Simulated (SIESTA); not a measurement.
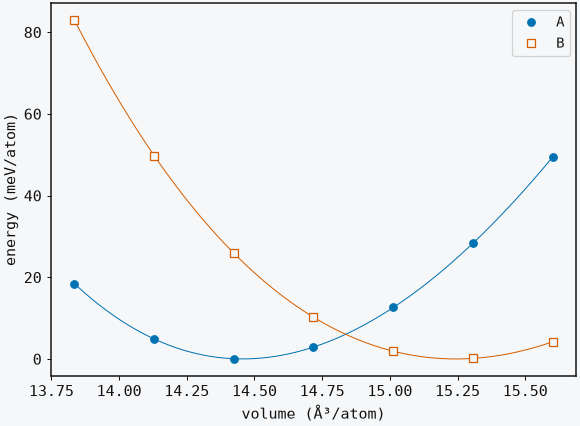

The figure compares two calculations of the energy against volume, each curve from its own zero. The first is for RuS₂, space group Pa-3 (No. 205).

The cell holds 12 atoms.

How it was computed, with SIESTA 5.4.2: DFT in numerical atomic orbitals with pseudopotentials, no spin polarisation; energies at scaled volumes of the given cell, shape and fractions fixed, counted from the fit's minimum, third-order Birch-Murnaghan fit. Level: LDA.

- k mesh: 4×4×4
- occupations: Fermi–Dirac
- smearing width: 0.05 eV
- potentials: PseudoDojo 0.4 standard, converted to PSML, two zetas on semicore shells
- program settings: basis DZP, mesh cutoff 800 Ry

In the second, the level changes from LDA to PBE. The second calculation uses k mesh 5×5×5.

Which of A and B is the second calculation, and what did the change do?

Answer. B. The equilibrium volume rises from 14.46 to 15.24 Å³/atom (+5.4 %) and the bulk modulus falls from 203 to 168 GPa (−17 %). As usual, the local density approximation binds more tightly than this gradient-corrected functional.

For both, limits of the calculation: mulliken charges of long orbitals; shape and atomic fractions are frozen while scaling, which makes layered, chain and framework solids too stiff.

V0 and the bulk modulus come from third-order Birch–Murnaghan fits.
